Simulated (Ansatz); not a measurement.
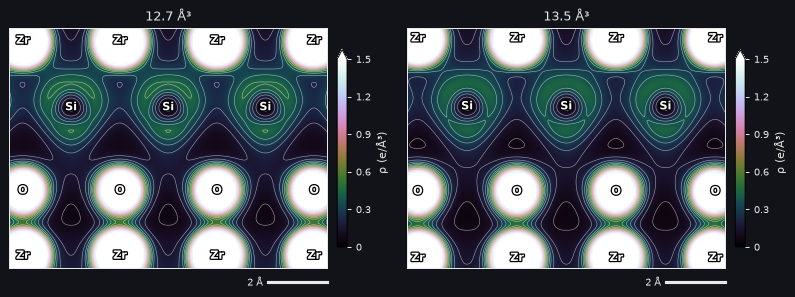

ZrSiO. The valence charge density (pseudo) of cells scaled evenly to different volumes (given per atom above each panel), on the (010) plane of each (indices in the axes of the cell below), at one length scale and on one colour scale.

A structure from a database of computed crystals, not necessarily the ambient phase.

Theory: Kohn-Sham DFT of a periodic cell, PBE, Ansatz PAW (Ansatz).

The largest cell:

```xyz
6
Lattice="3.3200 0.0000 0.0000 0.0000 3.3200 0.0000 0.0000 0.0000 7.3518" Properties=species:S:1:pos:R:3 pbc="T T T"
Zr    1.6600    0.0000    2.2674
Zr    0.0000    1.6600    5.0845
Si    0.0000    0.0000    0.0000
Si    1.6600    1.6600    0.0000
O     1.6600    0.0000    4.4941
O     0.0000    1.6600    2.8577
```

| volume (Å³/atom) | Zr–O contact in the plane (Å) | ρ at its midpoint (e/Å³) | pressure (GPa) | 
| --- | --- | --- | --- |
| 12.70 | 2.181 | 0.552 | 10.5 | 
| 13.24 | 2.212 | ? | ? | 
| 13.51 | 2.227 | 0.499 | −1.6 | 

What values belong in the row with question marks?

Answer. Over the known rows ln ρ falls by 2.19 per Å of Zr–O distance (the line through the two), which gives 0.516 e/Å³ at 2.212 Å; the calculation gives 0.516 e/Å³. For the pressure, a straight line in volume between the neighbouring rows gives 2.4 GPa; the calculation gives 2.0, lower because pressure rises ever faster on compression.
